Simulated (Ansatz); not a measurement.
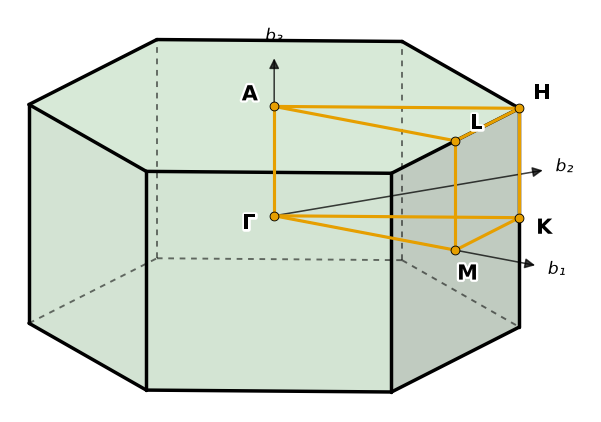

Crystal: Al, the end point of a relaxation at fixed volume with Ansatz, DFT HSE06, scalar-relativistic, plane waves, PAW; the starting structure was generated, so it need not be a known form of this composition. The figure shows the first Brillouin zone with its special points and a band path. All values are computed from the atomic coordinates in the standard setting (tolerance 0.002 Å).

Labels and path follow the convention of Hinuma et al. (2017), as computed by seekpath; the arrows show the directions of the reciprocal primitive vectors b₁, b₂, b₃.

Q: Which Bravais lattice has this zone?

A: A primitive hexagonal lattice (hP; extended symbol hP2). The zone is a hexagonal prism in its combinatorial type: 8 faces (6 with 4 edges, 2 with 6 edges), 18 edges, 12 vertices.

Q: Write the standard path through the labelled points.

A: Γ–M–K–Γ–A–L–H–A | L–M | H–K
